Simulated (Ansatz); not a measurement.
Input file:

```
crystal:
  lattice:
    - [7.8826082564, 0.0, 0.0]
    - [-3.9413041282, 6.8265389981, 0.0]
    - [0.0, 0.0, 4.7037559673]
  atoms:
    - { symbol: Mg, position: [0.3333333333, 0.6666666667, 0.5] }
    - { symbol: Mg, position: [0.6666666667, 0.3333333333, 0.5] }
    - { symbol: Se, position: [0.4151747231, 0.4151747231, 0.2053135254] }
    - { symbol: Se, position: [0.0, 0.5848252769, 0.2053135254] }
    - { symbol: Se, position: [0.5848252769, 0.0, 0.2053135254] }
    - { symbol: Se, position: [0.0, 0.4151747231, 0.7946864746] }
    - { symbol: Se, position: [0.5848252769, 0.5848252769, 0.7946864746] }
    - { symbol: Se, position: [0.4151747231, 0.0, 0.7946864746] }
basis:
  ecutwfc: 420
kpoints:
  mp_grid: { grid: [6, 6, 8] }
hamiltonian:
  xc: pbe
scf:
  occupations: { method: gaussian, width: 0.1 }
output:
  forces: true
  stress: true
  eigenvalues: true
  write_density: true
  write_potential: true
  elf: true
  volumetric_format: npy
relax:
  adjacent_minimum: "off"
  f_tol: 0.01
  max_steps: 80
  cell: { stress_tol: 0.05 }
```

Command:

```sh
ansatz run input.yaml --threads 1 --pin off --max-ram 2560MiB --backend cpu --events-out ev --progress --plain --runs-dir out
```

Below, planes, directions and counts refer to the conventional cell (a = 7.98 Å, b = 7.98 Å, c = 4.70 Å, α = 90.00°, β = 90.00°, γ = 120.00°).

The fields are those of the run's last geometry, not of the input's.

Space group P-31m; a structure generated by program, which may or may not match a known phase.

Theory: Ansatz 0.2.0, DFT PBE, scalar-relativistic, plane waves, PAW.

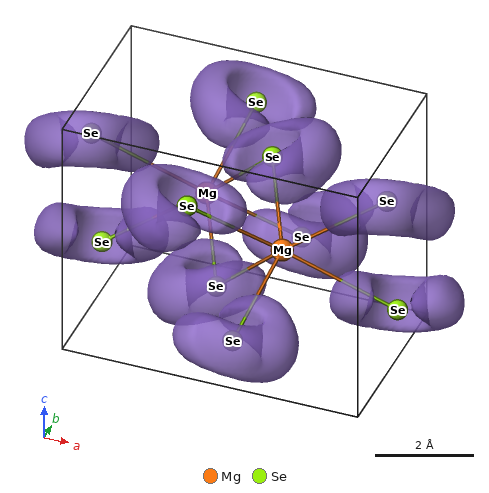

MgSe3. Isosurface of the ELF at 0.8 (purple), seen slightly off an axis. Only the valence region is drawn (cores and ρ < 0.01 e/Å³ removed). Sticks mark near contacts.

Core electrons are frozen (PAW), and the valence fields are smoothed inside the atomic spheres.

Identify the bonds, lone pairs and shells in this picture.

Answer. The ELF exceeds this value in six regions wrapped around Se (the valence shell of each), counted in one cell of 8 atoms. Any copies at cell faces, edges or corners count once.

Values along the shortest contacts:
Se–Se (2.38 Å): the ELF peaks at about 0.65 between the atoms. Mg–Se (2.73 Å): the ELF is about 0.80 at the midpoint.
